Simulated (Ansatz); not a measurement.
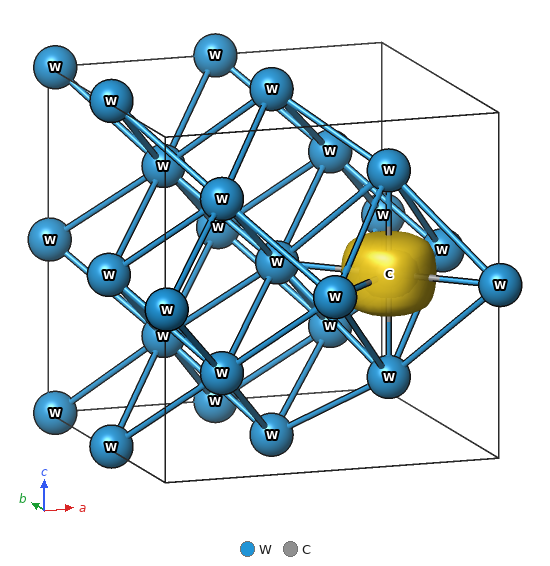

Figure. W$_{16}$C (cell with a defect). Isosurface of the ELF at 0.65 (yellow), seen slightly off an axis. Only the valence region is drawn (cores and ρ < 0.01 e/Å³ removed). Sticks mark near contacts.

PAW files of the earlier set (soft_1).

Computed with Ansatz, DFT PBE, scalar-relativistic, plane waves, PAW.

Core electrons are frozen (PAW), and the valence fields are smoothed inside the atomic spheres.

Identify the bonds, lone pairs and shells in this picture.

Answer. At this value the surface marks out one region wrapped around C (its valence shell), counted in one cell of 17 atoms. Regions shared between cells count once. Profiles from the grid: W–C (1.89 Å): the ELF peaks at about 0.80 in the valence shell of C, 0.6 Å from its nucleus, and is about 0.40 at the midpoint. W–W (2.54 Å): the ELF is about 0.25 at the midpoint: no shared electron pair shows on this line.

Does the calculation give a band gap?

Answer. It is metallic or semimetallic at this level of theory: no gap opens.
